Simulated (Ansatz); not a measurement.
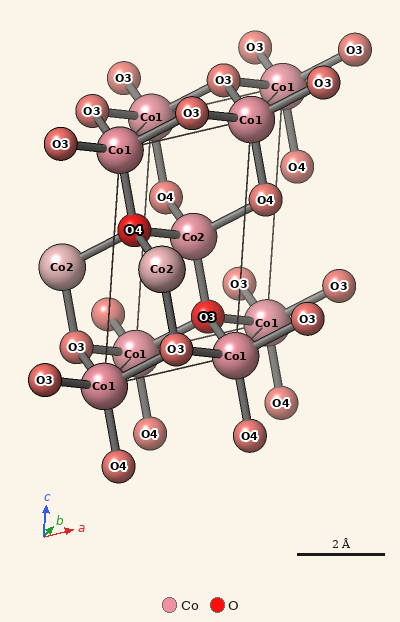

The input geometry of run 1 (ball-and-stick view of the reduced cell, seen slightly off an axis; neighbours outside the cell are drawn fainter; atoms are numbered from 1 in the order of the input). An atom can appear more than once, as a periodic image.

# CoO: one change and its effect

System: CoO (R3m, 4 atoms in the cell).
Method of run 1: DFT LDA, scalar-relativistic, plane waves, PAW, spin-polarised (Ansatz 0.2.0).

The structure derives from a Materials Project entry. Text and figures count atoms from 1; the logs count them from 0 in places.

Input, run 1:
```yaml
crystal:
  lattice:
    - [1.6022198417, 0.9250420569, 5.1329417806]
    - [-1.6022198417, 0.9250420569, 5.1329417806]
    - [0.0, -1.8500841138, 5.1329417806]
  atoms:
    - { symbol: Co, position: [0.99948773, 0.99948773, 0.99948773], spin: -2.51 }
    - { symbol: Co, position: [0.49949059, 0.49949059, 0.49949059], spin: 2.51 }
    - { symbol: O, position: [0.37549553, 0.37549553, 0.37549553], spin: -0.13 }
    - { symbol: O, position: [0.8755255, 0.8755255, 0.8755255], spin: 0.13 }
basis:
  ecutwfc: 420
kpoints:
  mp_grid: { grid: [12, 12, 12] }
hamiltonian:
  xc: lda
scf:
  occupations: { method: gaussian, width: 0.02 }
output:
  forces: true
  stress: true
  eigenvalues: true
  populations: true
magnetization:
  spin_polarized: true
```

Command:
```bash
ansatz run input.yaml --threads 1 --pin off --max-ram 2560MiB --backend cpu --events-out ev --progress --plain --runs-dir out
```

Hardware: 1 thread of Intel Xeon @ 2.70GHz, 189 GiB of memory available, shared host.

Output, shortened to warnings, some set-up lines, iterations and results (run 1):
```
Basis set: ecut = 420 eV, 911 PW (Γ), FFT grids on a1−a3, a2−a3, a3
Symmetry: 6 space group operations
k-points: 189 of 1728 (time reversal used)
Initial density: superposition of atomic densities (chi_scale 0.1, normalization cell, long waves kept (reshape's long-wave potential 0.00 eV rms))
[...]
SCF iter   1: F=—  HF=-11230.500456 eV  |F-HF|=—  |Δ(HF+E_count)|=         —  Δρ=1.21e-1 (↑1.21e-1 ↓1.21e-1)  dr2=1.52e1  dr2_m=1.79e0  M=0.000 μB ∫|m|=3.484 μB  β_m=0.30  …
SCF iter   2: F=—  HF=-11230.871347 eV  |F-HF|=—  |Δ(HF+E_count)|=   3.71e-1  Δρ=5.59e-2 (↑5.59e-2 ↓5.59e-2)  dr2=2.98e0  dr2_m=6.10e-1  M=0.001 μB ∫|m|=3.703 μB  β_m=0.40  …
SCF iter   3: F=—  HF=-11232.145480 eV  |F-HF|=—  |Δ(HF+E_count)|=    1.27e0  Δρ=1.91e-2 (↑1.91e-2 ↓1.91e-2)  dr2=4.27e-1  dr2_m=2.37e-2  M=0.001 μB ∫|m|=4.069 μB  β_m=0.51  …
SCF iter   4: F=—  HF=-11232.946759 eV  |F-HF|=—  |Δ(HF+E_count)|=   8.01e-1  Δρ=1.87e-2 (↑1.87e-2 ↓1.87e-2)  dr2=2.17e-1  dr2_m=6.54e-2  M=0.001 μB ∫|m|=4.333 μB  β_m=0.75  …
SCF iter   5: F=—  HF=-11233.198343 eV  |F-HF|=—  |Δ(HF+E_count)|=   2.52e-1  Δρ=1.19e-2 (↑1.19e-2 ↓1.17e-2)  dr2=1.19e-1  dr2_m=2.43e-2  M=-0.000 μB ∫|m|=4.490 μB  β_m=0.77  …
[... 6 lines ...]
SCF iter  12: F=—  HF=-11233.260471 eV  |F-HF|=—  |Δ(HF+E_count)|=   2.30e-6  Δρ=3.73e-5 (↑3.73e-5 ↓2.71e-5)  dr2=8.61e-7  dr2_m=1.77e-7  M=0.000 μB ∫|m|=4.545 μB  β_m=0.93  …
SCF iter  13: F=—  HF=-11233.260471 eV  |F-HF|=—  |Δ(HF+E_count)|=   2.35e-8  Δρ=1.93e-5 (↑1.73e-5 ↓1.93e-5)  dr2=4.32e-7  dr2_m=2.02e-8  M=0.000 μB ∫|m|=4.545 μB  β_m=0.96  …
SCF iter  14: F=—  HF=-11233.260471 eV  |F-HF|=—  |Δ(HF+E_count)|=   3.50e-8  Δρ=3.18e-6 (↑2.33e-6 ↓3.18e-6)  dr2=7.76e-9  dr2_m=8.93e-10  M=0.000 μB ∫|m|=4.545 μB  β_m=0.98  …
SCF iter  15: F=-11233.260471 eV  HF=-11233.260471 eV  |F-HF|=1.19e-8  |Δ(HF+E_count)|=  6.31e-10  Δρ=3.93e-6 (↑3.93e-6 ↓2.57e-6)  dr2=1.35e-8  dr2_m=1.24e-9  M=0.000 μB …
SCF 1 converged in 15 iterations: F = -11233.260471 eV  dr2 = 1.35e-8
SCF converged after 15 iterations
Magnetization: 0.0003 μB (23.0002 up, 22.9998 down)
Absolute magnetization: 4.5446 μB (∫|ρ↑−ρ↓|, with the PAW one-centre terms)
Spin contamination: 2.1791 ħ² per cell (⟨S²⟩ above its minimum at these occupations)
Per-site moments (μB) at R_I (Å): [(-1.9069830101459329, 0.7874100006093925), (1.90757126877862, 0.7876185372767301), (-0.14961255108354082, 0.7876185372767301), (0.14958015772506023, 0.7874100006093925)]
Free energy (F): -11233.260471 eV
Harris-Foulkes:  -11233.260471 eV  (|F-HF|=1.19e-8)
Internal energy: -11233.259774 eV  (E = F + TS)
E sigma→0 (E₀):  -11233.260123 eV
Entropy (-TS):   -0.000698 eV (-0.174 meV/atom)
Fermi energy:    10.862766 eV
--- Per-component energies (eV) ---
  E_band       = -746.912327
  E_kinetic    = 1235.197281
  E_local      = -7748.909642  (includes V_loc(G=0)·N_el)
  E_nonlocal   = 1035.081481
  E_hartree    = 3185.185291
  E_xc         = -451.235101
  E_vxc        = -583.927131  (∫ρ·V_xc dr)
  E_paw        = -3202.204789  (= ΣΔE_a)
  E_vpaw       = -1054.731988  (= ΣTr[D̂ρ^β])
  E_aug_tail   = 0.005190  (compensation charges beyond the density's cutoff)
  E_ewald      = -5287.409829
  E_core_change = 1.030344  (= ΣΔE_core)
  E_smearing   = -0.000698  (= −TS)
  E_closure    = -0.000000  (closes the sum)
  Σ components = -11233.260471   (vs F -11233.260471, Δ=0.00e0)
--- Forces (eV/Å), atoms counted from 1 ---
  atom   1  Co     0.00000000    -0.00000000    -0.05535428
  atom   2  Co    -0.00000000    -0.00000000    -0.05821327
  atom   3  O      0.00000000     0.00000000     0.05959630
  atom   4  O      0.00000000     0.00000000     0.05396859
  max |Σ_I F_I| component: 2.66e-6 eV/Å
--- Stress (GPa, compression-positive) ---
      -17.923367       0.000000       0.000000
       -0.000000     -17.923367      -0.000000
        0.000000      -0.000000     -18.732917
  P = ⅓ Tr σ = -18.1932 GPa (-181.932 kbar)
--- Löwdin populations: 4 sites ---
  site symbol       q [e]    m [muB]
     0     Co     16.0133    -2.0301
     1     Co     16.0134     2.0306
     2      O      6.8231    -0.2086
     3      O      6.8231     0.2086
  spilling = 0.007111 (of n_electrons = 46.000000)
```

For run 2 the input was changed thus:
```diff
-  xc: lda
+  xc: pbe
```

How does run 2 compare with run 1?

The total energies belong to different methods, so their difference says nothing on which is more stable or more accurate. A gap of 0.06 eV opens on the mesh, where run 1 has none. The pressure goes from −18.19 to −0.89 GPa. The largest force goes from 0.060 to 0.140 eV/Å. The functional changes from LDA to PBE. Along LDA, PBEsol, PBE and RPBE the binding weakens and the preferred volume grows, so the same cell is under more pressure with the later ones. The SCF takes 13 iterations against 15.

Output, shortened to warnings, some set-up lines, iterations and results (run 2):
```
Basis set: ecut = 420 eV, 911 PW (Γ), FFT grids on a1−a3, a2−a3, a3, exchange–correlation on 48×48×80 points (8 copies of the dense FFT grid, shifted against one another)
Symmetry: 6 space group operations
k-points: 189 of 1728 (time reversal used)
Initial density: superposition of atomic densities (chi_scale 0.1, normalization cell, long waves kept (reshape's long-wave potential 0.00 eV rms))
[...]
SCF iter   1: F=—  HF=-11381.684636 eV  |F-HF|=—  |Δ(HF+E_count)|=         —  Δρ=1.17e-1 (↑1.16e-1 ↓1.17e-1)  dr2=1.53e1  dr2_m=1.14e0  M=-0.000 μB ∫|m|=3.771 μB  β_m=0.30  …
SCF iter   2: F=—  HF=-11382.124563 eV  |F-HF|=—  |Δ(HF+E_count)|=   4.40e-1  Δρ=4.86e-2 (↑4.86e-2 ↓4.86e-2)  dr2=2.82e0  dr2_m=3.01e-1  M=0.000 μB ∫|m|=4.073 μB  β_m=0.39  …
SCF iter   3: F=—  HF=-11383.592932 eV  |F-HF|=—  |Δ(HF+E_count)|=    1.47e0  Δρ=2.29e-2 (↑2.29e-2 ↓2.29e-2)  dr2=4.65e-1  dr2_m=5.93e-2  M=0.000 μB ∫|m|=4.463 μB  β_m=0.58  …
SCF iter   4: F=—  HF=-11384.635610 eV  |F-HF|=—  |Δ(HF+E_count)|=    1.04e0  Δρ=2.20e-2 (↑2.20e-2 ↓2.20e-2)  dr2=2.70e-1  dr2_m=1.07e-1  M=0.000 μB ∫|m|=4.755 μB  β_m=0.79  …
SCF iter   5: F=—  HF=-11385.033483 eV  |F-HF|=—  |Δ(HF+E_count)|=   3.98e-1  Δρ=6.15e-3 (↑6.13e-3 ↓6.15e-3)  dr2=4.69e-2  dr2_m=6.28e-3  M=0.000 μB ∫|m|=4.928 μB  β_m=0.83  …
SCF iter   6: F=—  HF=-11385.048479 eV  |F-HF|=—  |Δ(HF+E_count)|=   1.50e-2  Δρ=2.90e-3 (↑2.86e-3 ↓2.90e-3)  dr2=8.07e-3  dr2_m=8.06e-4  M=0.000 μB ∫|m|=4.954 μB  β_m=0.91  …
SCF iter   7: F=—  HF=-11385.051425 eV  |F-HF|=—  |Δ(HF+E_count)|=   2.95e-3  Δρ=1.11e-3 (↑1.11e-3 ↓9.05e-4)  dr2=5.77e-4  dr2_m=2.69e-4  M=-0.000 μB ∫|m|=4.947 μB  β_m=0.96  …
SCF iter   8: F=—  HF=-11385.051926 eV  |F-HF|=—  |Δ(HF+E_count)|=   5.01e-4  Δρ=6.12e-4 (↑4.04e-4 ↓6.12e-4)  dr2=2.21e-4  dr2_m=1.04e-5  M=0.000 μB ∫|m|=4.945 μB  β_m=0.98  …
SCF iter   9: F=—  HF=-11385.051987 eV  |F-HF|=—  |Δ(HF+E_count)|=   6.11e-5  Δρ=6.18e-4 (↑5.53e-4 ↓6.18e-4)  dr2=3.32e-4  dr2_m=2.88e-6  M=-0.000 μB ∫|m|=4.944 μB  β_m=0.71  …
SCF iter  10: F=—  HF=-11385.051923 eV  |F-HF|=—  |Δ(HF+E_count)|=   6.40e-5  Δρ=1.92e-4 (↑1.85e-4 ↓1.92e-4)  dr2=2.52e-5  dr2_m=3.30e-6  M=0.000 μB ∫|m|=4.944 μB  β_m=0.61  …
SCF iter  11: F=—  HF=-11385.051801 eV  |F-HF|=—  |Δ(HF+E_count)|=   1.23e-4  Δρ=3.63e-5 (↑3.29e-5 ↓3.63e-5)  dr2=9.38e-7  dr2_m=9.86e-8  M=0.000 μB ∫|m|=4.944 μB  β_m=0.81  …
SCF iter  12: F=—  HF=-11385.051802 eV  |F-HF|=—  |Δ(HF+E_count)|=   1.53e-6  Δρ=1.35e-5 (↑1.19e-5 ↓1.35e-5)  dr2=1.88e-7  dr2_m=1.19e-8  M=0.000 μB ∫|m|=4.944 μB  β_m=0.90  …
SCF iter  13: F=-11385.051802 eV  HF=-11385.051802 eV  |F-HF|=1.93e-8  |Δ(HF+E_count)|=   1.19e-7  Δρ=7.24e-6 (↑7.24e-6 ↓3.99e-6)  dr2=3.34e-8  dr2_m=2.20e-9  M=0.000 μB …
SCF 1 converged in 13 iterations: F = -11385.051802 eV  dr2 = 3.34e-8
SCF converged after 13 iterations
Magnetization: 0.0000 μB (23.0000 up, 23.0000 down)
Absolute magnetization: 4.9443 μB (∫|ρ↑−ρ↓|, with the PAW one-centre terms)
Spin contamination: 2.4906 ħ² per cell (⟨S²⟩ above its minimum at these occupations)
Per-site moments (μB) at R_I (Å): [(-2.066159494135883, 0.7874100006093925), (2.066524722530675, 0.7876185372767301), (-0.1448264416720611, 0.7876185372767301), (0.1447461197017903, 0.7874100006093925)]
Free energy (F): -11385.051802 eV
Harris-Foulkes:  -11385.051802 eV  (|F-HF|=1.93e-8)
Internal energy: -11385.051800 eV  (E = F + TS)
E sigma→0 (E₀):  -11385.051801 eV
Entropy (-TS):   -0.000002 eV (-0.001 meV/atom)
Fermi energy:    11.412386 eV
--- Per-component energies (eV) ---
  E_band       = -733.993886
  E_kinetic    = 1238.790354
  E_local      = -7747.939458  (includes V_loc(G=0)·N_el)
  E_nonlocal   = 1024.335475
  E_hartree    = 3197.635899
  E_xc         = -457.759356
  E_vxc        = -588.200521  (∫ρ·V_xc dr)
  E_paw        = -3352.710105  (= ΣΔE_a)
  E_vpaw       = -1056.266738  (= ΣTr[D̂ρ^β])
  E_aug_tail   = 0.005221  (compensation charges beyond the density's cutoff)
  E_ewald      = -5287.409829
  E_smearing   = -0.000002  (= −TS)
  E_closure    = -0.000000  (closes the sum)
  Σ components = -11385.051802   (vs F -11385.051802, Δ=0.00e0)
--- Forces (eV/Å), atoms counted from 1 ---
  atom   1  Co     0.00000000    -0.00000000    -0.13508454
  atom   2  Co    -0.00000000    -0.00000000    -0.13835354
  atom   3  O      0.00000000     0.00000000     0.14024400
  atom   4  O      0.00000000     0.00000000     0.13320555
  max |Σ_I F_I| component: 1.15e-5 eV/Å
--- Stress (GPa, compression-positive) ---
       -0.160032      -0.000000       0.000000
        0.000000      -0.160032      -0.000000
        0.000000      -0.000000      -2.353163
  P = ⅓ Tr σ = -0.8911 GPa (-8.911 kbar)
--- Löwdin populations: 4 sites ---
  site symbol       q [e]    m [muB]
     0     Co     15.9586    -2.2238
     1     Co     15.9588     2.2240
     2      O      6.8913    -0.2089
     3      O      6.8913     0.2088
  spilling = 0.006524 (of n_electrons = 46.000000)
```

The two runs side by side:

```tsv
quantity	run 1	run 2
outcome	converged	converged
free energy per atom (eV)	−2808.3151	−2846.2630
gap on the mesh (eV)	0.00	0.06
net moment of the cell (μB)	0.00	0.00
absolute moment of the cell (μB)	4.54	4.94
pressure (GPa)	−18.19	−0.89
largest force (eV/Å)	0.060	0.140
SCF iterations	15	13
irreducible k-points	189	189
plane waves at Γ	911	911
wall time (shared host)	81 s	77 s
```

For run 1: The cell is under a tension of 18.2 GPa at this level, so it is not at its equilibrium volume. For run 2: Semilocal DFT without U tends to delocalise the d electrons of such compounds and to underestimate the gap.
